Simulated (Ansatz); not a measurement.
# GaP: single-point calculation

System: GaP (F-43m, 32 atoms in the cell).
Method: DFT PBEsol, scalar-relativistic, plane waves, PAW, no spin polarisation (Ansatz 0.2.0).

The structure derives from a Materials Project entry. It belongs to a series of runs on one base structure; here: the perfect crystal in a cell of 32 atoms.

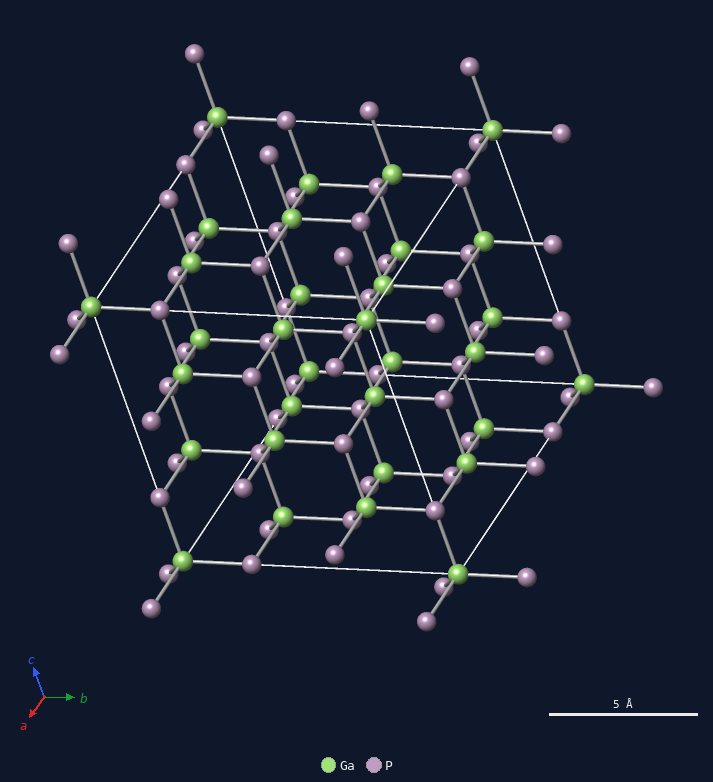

The input geometry (ball-and-stick view of the cell of the calculation, seen at an oblique angle; bonded neighbours outside the cell are drawn too). An atom can appear more than once, as a periodic image.

**Results in brief**

```tsv
quantity	value
outcome	converged
space group (tolerance 0.01 Å)	F-43m (216)
electrons treated	288
free energy	−71744.8841 eV
Fermi energy	7.502 eV
gap on the k-point mesh	2.18 eV
pressure	0.04 GPa
largest force (length of the vector)	under 0.001 eV/Å
hardware	8 threads of AMD EPYC (Zen 3), 24 GiB of memory available, shared host
wall time	5.8 s (CPU time 40 s)
peak memory	1.5 GiB
```

**Input**
```yaml
crystal:
  lattice:
    - [-5.4384489115, 5.4384489115, -5.4384489115]
    - [-5.4384489115, -5.4384489115, 5.4384489115]
    - [5.4384489115, 5.4384489115, 5.4384489115]
  atoms:
    - { symbol: Ga, position: [0.25, 0.25, 0.5] }
    - { symbol: Ga, position: [0.0, 0.5, 0.5] }
    - { symbol: Ga, position: [0.0, 0.25, 0.75] }
    - { symbol: Ga, position: [0.75, 0.75, 0.5] }
    - { symbol: Ga, position: [0.75, 0.5, 0.75] }
    - { symbol: Ga, position: [0.75, 0.25, 0.0] }
    - { symbol: Ga, position: [0.5, 0.0, 0.5] }
    - { symbol: Ga, position: [0.5, 0.75, 0.75] }
    - { symbol: Ga, position: [0.5, 0.5, 0.0] }
    - { symbol: Ga, position: [0.5, 0.25, 0.25] }
    - { symbol: Ga, position: [0.25, 0.0, 0.75] }
    - { symbol: Ga, position: [0.25, 0.75, 0.0] }
    - { symbol: Ga, position: [0.25, 0.5, 0.25] }
    - { symbol: Ga, position: [0.0, 0.0, 0.0] }
    - { symbol: Ga, position: [0.0, 0.75, 0.25] }
    - { symbol: Ga, position: [0.75, 0.0, 0.25] }
    - { symbol: P, position: [0.0, 0.0, 0.25] }
    - { symbol: P, position: [0.75, 0.25, 0.25] }
    - { symbol: P, position: [0.75, 0.0, 0.5] }
    - { symbol: P, position: [0.5, 0.5, 0.25] }
    - { symbol: P, position: [0.5, 0.25, 0.5] }
    - { symbol: P, position: [0.5, 0.0, 0.75] }
    - { symbol: P, position: [0.25, 0.75, 0.25] }
    - { symbol: P, position: [0.25, 0.5, 0.5] }
    - { symbol: P, position: [0.25, 0.25, 0.75] }
    - { symbol: P, position: [0.25, 0.0, 0.0] }
    - { symbol: P, position: [0.0, 0.75, 0.5] }
    - { symbol: P, position: [0.0, 0.5, 0.75] }
    - { symbol: P, position: [0.0, 0.25, 0.0] }
    - { symbol: P, position: [0.75, 0.75, 0.75] }
    - { symbol: P, position: [0.75, 0.5, 0.0] }
    - { symbol: P, position: [0.5, 0.75, 0.0] }
basis:
  ecutwfc: 420
  xc_grid: 2
kpoints:
  mp_grid: { grid: [2, 2, 2], shift: [0.5, 0.5, 0.5] }
hamiltonian:
  xc: pbesol
scf:
  occupations: { method: gaussian, width: 0.02 }
output:
  forces: true
  stress: true
  eigenvalues: true
  write_density: true
  write_potential: true
  elf: true
  volumetric_format: npy
```

Command:
```bash
ansatz run input.yaml --threads 8 --pin off --max-ram 16384MiB --backend cpu --events-out ev --progress --plain --runs-dir out
```

**What the program printed**
```
Engine: ansatz 0.2.0, x86_64-unknown-linux-gnu
Pseudopotentials: kind: paw
Pseudopotential: Ga, paw, valence charge 13, recommended cutoff 420 eV (normal), Ga.paw.azcp
Pseudopotential: P, paw, valence charge 5, recommended cutoff 420 eV (normal), P.paw.azcp
Functional definition: PBEsol
  exchange = pbesol_x
  correlation = pbesol_c
Crystal: 32 atoms, lattice volume = 643.406 Å³
Basis set: ecut = 420 eV, 12623 PW (Γ), exchange–correlation on 128×128×128 points (8 copies of the dense FFT grid, shifted against one another)
Bands: 176, of which v1, the nominal top of the filled ones, is band 144 counted from 1 (143 counted from 0)
Symmetry: 384 space group operations
Space group: F-43m (ITA 216), of the structure as read, at distance tolerance 8.6e-5 Å
k-points: 2 of 8 (time reversal used)
Non-local potential: Ga, projectors of the file, l = 0: 2, l = 1: 2, l = 2: 3, l = 3: 1
Non-local potential: P, projectors of the file, l = 0: 2, l = 1: 2, l = 2: 2
PAW form: soft (Blöchl's): semilocal exchange-correlation on the pseudo side does not see the compensation charge
PAW frozen core: Ga, regenerated for the run's functional, and the local potential with it (the file was generated under x = pbe(κ = 0.804, μ = 0.2195149727645171), c = pbe(β = 0.06672455060314922))
PAW frozen core: P, regenerated for the run's functional, and the local potential with it (the file was generated under x = pbe(κ = 0.804, μ = 0.2195149727645171), c = pbe(β = 0.06672455060314922))
PAW one-centre angular grid: Ga, 590 points (default); XC on 64 Gauss nodes
PAW one-centre angular grid: P, 110 points (default); XC on 64 Gauss nodes
Initial density: superposition of atomic densities (neutral atoms: chi_scale 0, normalization atom), corrected by the library's trained network
Initial wavefunctions: pseudopotential atomic-orbital guess
Functional: x = pbesol(κ = 0.804, μ = 0.12345679012345678), c = pbesol(β = 0.046)
SCF iter   1: F=—  HF=-71744.956935 eV  |F-HF|=—  |Δ(HF+E_count)|=         —  Δρ=4.77e-3  dr2=2.12e-1  ethr=1.77e-3  ⟨swp⟩=8.5  Hψ=1667  notcnv=0
preconditioner: auto → Resta (q_TF=auto, 2.386 Å⁻¹)  ε∞=4.2  [insulator: Δε(μ)=2.130 eV  Ē_g=13.873 eV  σ=0.020 eV  W_gap=1.00  n_scr=140 (ndim 8)  ℏωp=24.8 eV  f_vac=0.012  D(μ)=0.00/eV (n_scr^D=0)  ε∞_Penn≈4.2]
SCF iter   2: F=—  HF=-71744.891327 eV  |F-HF|=—  |Δ(HF+E_count)|=   6.56e-2  Δρ=2.13e-3  dr2=4.57e-2  ethr=7.37e-5  ⟨swp⟩=2.5  Hψ=639  notcnv=0  defer=40
SCF iter   3: F=—  HF=-71744.882911 eV  |F-HF|=—  |Δ(HF+E_count)|=   8.42e-3  Δρ=4.75e-4  dr2=2.19e-3  ethr=1.59e-5  ⟨swp⟩=2.0  Hψ=464  notcnv=0  defer=40
SCF iter   4: F=—  HF=-71744.883843 eV  |F-HF|=—  |Δ(HF+E_count)|=   9.32e-4  Δρ=9.35e-5  dr2=8.25e-5  ethr=7.59e-7  ⟨swp⟩=2.0  Hψ=440  notcnv=0  defer=40
SCF iter   5: F=—  HF=-71744.884115 eV  |F-HF|=—  |Δ(HF+E_count)|=   2.72e-4  Δρ=2.31e-5  dr2=3.40e-6  ethr=2.87e-8  ⟨swp⟩=2.0  Hψ=520  notcnv=0  defer=40
SCF iter   6: F=—  HF=-71744.884118 eV  |F-HF|=—  |Δ(HF+E_count)|=   3.20e-6  Δρ=1.03e-5  dr2=4.73e-7  ethr=1.18e-9  ⟨swp⟩=3.0  Hψ=643  notcnv=0  defer=40
SCF iter   7: F=-71744.884118 eV  HF=-71744.884118 eV  |F-HF|=2.44e-8  |Δ(HF+E_count)|=   4.52e-7  Δρ=2.17e-6  dr2=2.95e-8  ethr=3.47e-11  ⟨swp⟩=17.0  Hψ=3104  notcnv=0
SCF 1 converged in 7 iterations: F = -71744.884118 eV  dr2 = 2.95e-8
  greatest PAW one-centre occupation: 0.994 electrons in one spin orbital (limit 2), on the Ga atom at site 15 (counted from 0), in its partial waves of l = 2
SCF converged after 7 iterations
Free energy (F): -71744.884118 eV
Harris-Foulkes:  -71744.884118 eV  (|F-HF|=2.44e-8)
Internal energy: -71744.884118 eV  (E = F + TS)
E sigma→0 (E₀):  -71744.884118 eV
Fermi energy:    7.501880 eV
--- Per-component energies (eV) ---
  E_band       = -945.191369
  E_kinetic    = 2980.846622
  E_local      = -35157.211364  (includes V_loc(G=0)·N_el)
  E_nonlocal   = 7361.557369
  E_hartree    = 16238.565396
  E_xc         = -2076.215852
  E_vxc        = -1906.082186  (∫ρ·V_xc dr)
  E_paw        = -40058.111594  (= ΣΔE_a)
  E_vpaw       = -6701.426657  (= ΣTr[D̂ρ^β])
  E_aug_tail   = -0.001623  (compensation charges beyond the density's cutoff)
  E_ewald      = -21048.858254
  E_core_change = 14.545182  (= ΣΔE_core)
  E_smearing   = -0.000000  (= −TS)
  E_closure    = -0.000000  (closes the sum)
  Σ components = -71744.884118   (vs F -71744.884118, Δ=0.00e0)
--- Forces (eV/Å), atoms counted from 1 ---
  atom   1  Ga     0.00000000    -0.00000000     0.00000000
  atom   2  Ga     0.00000000     0.00000000    -0.00000000
  atom   3  Ga     0.00000000     0.00000000     0.00000000
  atom   4  Ga     0.00000000     0.00000000    -0.00000000
  atom   5  Ga     0.00000000     0.00000000     0.00000000
  atom   6  Ga     0.00000000     0.00000000     0.00000000
  atom   7  Ga     0.00000000     0.00000000     0.00000000
  atom   8  Ga     0.00000000     0.00000000     0.00000000
  atom   9  Ga     0.00000000     0.00000000     0.00000000
  atom  10  Ga     0.00000000     0.00000000     0.00000000
  atom  11  Ga     0.00000000     0.00000000     0.00000000
  atom  12  Ga     0.00000000    -0.00000000     0.00000000
  atom  13  Ga     0.00000000     0.00000000     0.00000000
  atom  14  Ga     0.00000000     0.00000000     0.00000000
  atom  15  Ga     0.00000000     0.00000000     0.00000000
  atom  16  Ga     0.00000000    -0.00000000    -0.00000000
  atom  17  P      0.00000000     0.00000000    -0.00000000
  atom  18  P      0.00000000    -0.00000000    -0.00000000
  atom  19  P      0.00000000    -0.00000000    -0.00000000
  atom  20  P      0.00000000    -0.00000000     0.00000000
  atom  21  P      0.00000000    -0.00000000     0.00000000
  atom  22  P      0.00000000    -0.00000000     0.00000000
  atom  23  P      0.00000000     0.00000000    -0.00000000
  atom  24  P      0.00000000    -0.00000000     0.00000000
  atom  25  P      0.00000000     0.00000000     0.00000000
  atom  26  P      0.00000000     0.00000000    -0.00000000
  atom  27  P      0.00000000     0.00000000    -0.00000000
  atom  28  P      0.00000000     0.00000000     0.00000000
  atom  29  P      0.00000000     0.00000000    -0.00000000
  atom  30  P      0.00000000    -0.00000000     0.00000000
  atom  31  P      0.00000000    -0.00000000     0.00000000
  atom  32  P      0.00000000    -0.00000000     0.00000000
  max |Σ_I F_I| component: 9.41e-26 eV/Å
--- Stress (GPa, compression-positive) ---
        0.037809       0.000000       0.000000
        0.000000       0.037809      -0.000000
        0.000000       0.000000       0.037809
  P = ⅓ Tr σ = 0.0378 GPa (0.378 kbar)
--- Band table (eV) ---
  k-point 0: bands = ["-7.5809", "-7.5809", "-7.5809", "-7.5809", "-7.5809", "-7.5809", "-7.5809", "-7.5809", "-7.5809", "-7.5809", "-7.5809", "-7.5809", "-7.5309", "-7.5309", "-7.5309", "-7.5309", "-7.4703", "-7.4703", "-7.4703", "-7.4703", "-7.4703", "-7.4703", "-7.4703", "-7.4703", "-7.4457", "-7.4457", "-7.4457", "-7.4457", "-7.4457", "-7.4457", "-7.4457", "-7.4457", "-7.4457", "-7.4457", "-7.4457", "-7.4457", "-7.4374", "-7.4374", "-7.4374", "-7.4374",
      "-7.4374", "-7.4374", "-7.4374", "-7.4374", "-7.4374", "-7.4374", "-7.4374", "-7.4374", "-7.3989", "-7.3989", "-7.3989", "-7.3989", "-7.3989", "-7.3989", "-7.3989", "-7.3989", "-7.3989", "-7.3989", "-7.3989", "-7.3989", "-7.3822", "-7.3822", "-7.3822", "-7.3822", "-7.3822", "-7.3822", "-7.3822", "-7.3822", "-7.3704", "-7.3704", "-7.3704", "-7.3704", "-7.3704", "-7.3704", "-7.3704", "-7.3704", "-7.3704", "-7.3704", "-7.3704", "-7.3704",
      "-4.7034", "-4.7034", "-4.7034", "-4.7034", "-3.0578", "-3.0578", "-3.0578", "-3.0578", "-3.0578", "-3.0578", "-3.0578", "-3.0578", "-3.0578", "-3.0578", "-3.0578", "-3.0578", "0.8797", "0.8797", "0.8797", "0.8797", "0.8797", "0.8797", "0.8797", "0.8797", "0.8797", "0.8797", "0.8797", "0.8797", "3.1520", "3.1520", "3.1520", "3.1520", "3.7707", "3.7707", "3.7707", "3.7707", "3.7707", "3.7707", "3.7707", "3.7707",
      "3.7707", "3.7707", "3.7707", "3.7707", "5.0071", "5.0071", "5.0071", "5.0071", "5.0071", "5.0071", "5.0071", "5.0071", "5.0071", "5.0071", "5.0071", "5.0071", "6.4028", "6.4028", "6.4028", "6.4028", "6.4028", "6.4028", "6.4028", "6.4028", "9.1742", "9.1742", "9.1742", "9.1742", "9.4290", "9.4290", "9.4290", "9.4290", "9.4290", "9.4290", "9.4290", "9.4290", "9.4290", "9.4290", "9.4290", "9.4290",
      "11.7579", "11.7579", "11.7579", "11.7579", "11.7579", "11.7579", "11.7579", "11.7579", "11.9473", "11.9473", "11.9473", "11.9473", "11.9473", "11.9473", "11.9473", "11.9473"]
  k-point 1: bands = ["-7.5968", "-7.5968", "-7.5921", "-7.5793", "-7.5793", "-7.5793", "-7.5793", "-7.5667", "-7.5667", "-7.5667", "-7.5667", "-7.5544", "-7.5544", "-7.5544", "-7.5544", "-7.5088", "-7.4761", "-7.4761", "-7.4581", "-7.4581", "-7.4581", "-7.4581", "-7.4581", "-7.4581", "-7.4581", "-7.4581", "-7.4557", "-7.4557", "-7.4557", "-7.4557", "-7.4540", "-7.4540", "-7.4540", "-7.4540", "-7.4503", "-7.4503", "-7.4503", "-7.4503", "-7.4324", "-7.4324",
      "-7.4324", "-7.4324", "-7.4313", "-7.4313", "-7.4285", "-7.4285", "-7.4235", "-7.4235", "-7.4147", "-7.4092", "-7.4092", "-7.3948", "-7.3948", "-7.3948", "-7.3948", "-7.3945", "-7.3945", "-7.3945", "-7.3945", "-7.3877", "-7.3801", "-7.3801", "-7.3801", "-7.3801", "-7.3801", "-7.3786", "-7.3786", "-7.3786", "-7.3786", "-7.3766", "-7.3766", "-7.3766", "-7.3766", "-7.3741", "-7.3741", "-7.3741", "-7.3741", "-7.3664", "-7.3664", "-7.3643",
      "-5.2175", "-4.2081", "-4.2081", "-4.2081", "-4.2081", "-3.4859", "-3.4859", "-3.4859", "-3.4859", "-3.2937", "-2.7850", "-2.7850", "-2.7850", "-2.7850", "-2.4153", "-2.4153", "0.3432", "0.3432", "0.7906", "0.7906", "0.7906", "0.7906", "0.8559", "0.8559", "0.8559", "0.8559", "1.3722", "2.6893", "2.6893", "2.6893", "2.6893", "3.1194", "3.1194", "3.1194", "3.1194", "3.8456", "3.8456", "3.9159", "3.9159", "4.6091",
      "4.6091", "4.6221", "4.6221", "4.6221", "4.6221", "4.7066", "4.7066", "4.7066", "4.7066", "4.7648", "4.7648", "4.7648", "4.7648", "5.5151", "5.7817", "5.7817", "5.7817", "5.7817", "5.8963", "5.8963", "5.8963", "5.8963", "6.4139", "6.4139", "8.5897", "9.4786", "9.6793", "9.6793", "9.6793", "9.6793", "9.7199", "9.7199", "9.9337", "9.9337", "10.0195", "10.3036", "10.3036", "10.3036", "10.3036", "10.5011",
      "10.6199", "10.6199", "10.6199", "10.6199", "11.1094", "11.1094", "11.1094", "11.1094", "11.6504", "11.6504", "11.6504", "11.6504", "11.8562", "11.8562", "12.1723", "12.1723"]
```

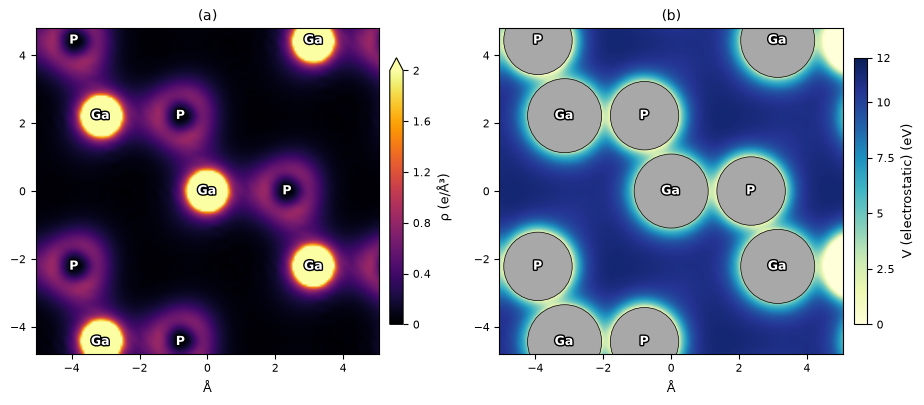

(a) valence charge density (pseudo); (b) electrostatic potential (local pseudopotential plus Hartree) felt by an electron on the (100) plane of the calculation cell. Grey discs, where drawn, cover atomic cores. The section cuts through Ga and P sites. Ga–P (2.35 Å): the density is about 0.53 e/Å³ at the midpoint. The density dies away to nearly zero in the voids. Outside the cores the potential energy rises away from the atoms and is highest about 2.3 Å from the nearest atoms; outside the discs it spans about 11 eV, and its zero is arbitrary. The fields are those of the smooth PAW valence density.

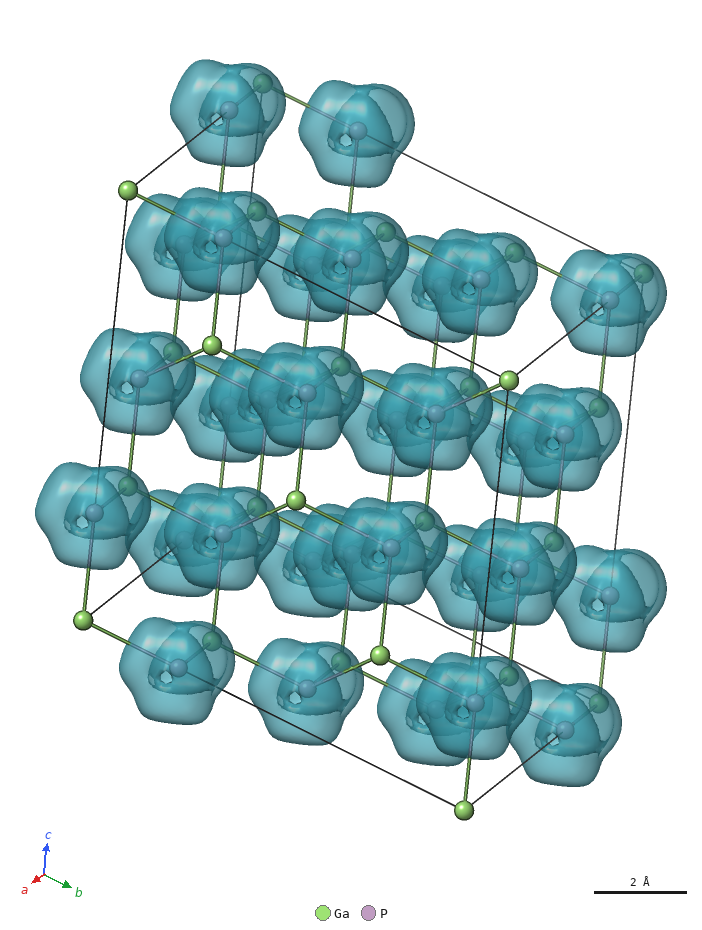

Isosurface of the ELF at 0.7 (cyan), seen slightly off an axis. Only the valence region is drawn (cores and ρ < 0.01 e/Å³ removed). Sticks mark near contacts. The outline is the calculation cell. Values along the shortest contacts: Ga–P (2.35 Å): the ELF is about 0.75 at the midpoint.

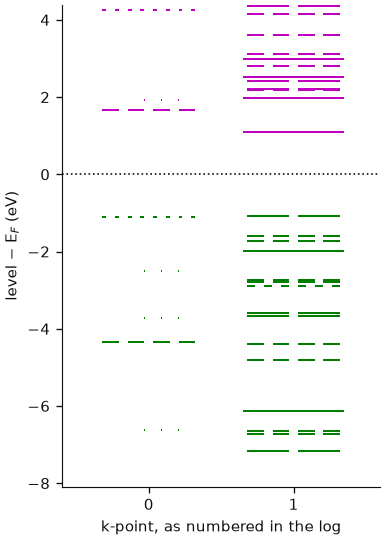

Kohn–Sham levels near the Fermi level (dotted) at the few k-points that the log prints; levels within 0.02 eV of each other stand side by side. Among these points the highest filled and lowest empty levels are 2.18 eV apart, which is the gap on the mesh.
